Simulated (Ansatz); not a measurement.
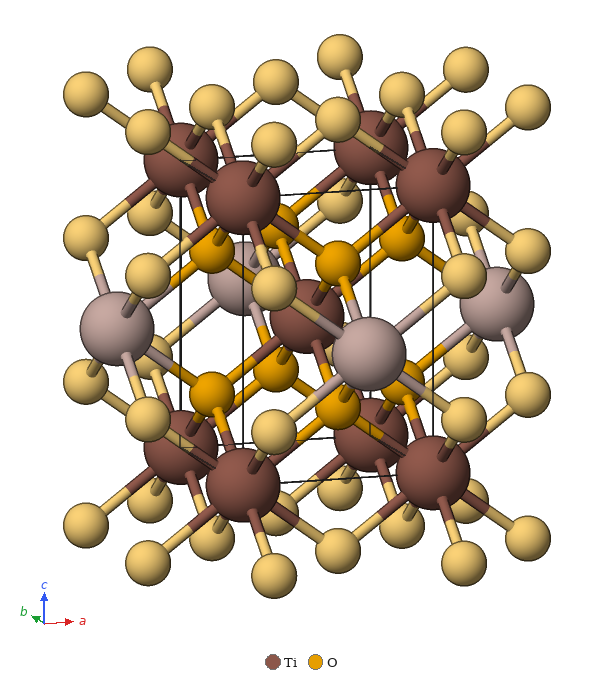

The figure gives a ball-and-stick picture of the atoms, viewed slightly off an axis. The wireframe shows the conventional unit cell. The bonded neighbours beyond the faces are included, in fainter colours.

TiO2, space group I4/mmm (No. 139), a = 3.390 Å, b = 3.390 Å, c = 4.974 Å, α = 90.00°, β = 90.00°, γ = 90.00°. The initial geometry was a structure type filled with these elements by a generator (whether the compound takes this form wasn't checked). The cell was then strained or its atoms displaced on purpose. It was run through Ansatz as a DFT input.

This one geometry was computed with Ansatz (DFT, plane waves, PAW) at three levels of theory: r2SCAN, PBE and HSE06. It was relaxed with r2SCAN and then strained.

### Which level gives the highest pressure at this volume, and what does that say about its equilibrium volume?

Highest: PBE (-3.3 GPa), which points to the largest equilibrium volume. Lowest, with the smallest volume: HSE06 (-13.1 GPa). Levels within 0.5 GPa of each other can't be told apart.

### How does the band gap change with the level of theory?

PBE: a gap of 0.87 eV, indirect; r2SCAN: a gap of 1.22 eV, indirect; HSE06: a gap of 2.31 eV, indirect.

### Collect the results in a table.

| level | cutoff (eV) | k-mesh of the run's cell | gap (eV) | pressure (GPa) |
| --- | --- | --- | --- | --- |
| r2SCAN | 500 | 10×10×10 | 1.22 | -9.2 |
| PBE | 420 | 10×10×10 | 0.87 | -3.3 |
| HSE06 | 420 | 6×6×6 | 2.31 | -13.1 |

Gaps are taken on the k-mesh or band path of each run.
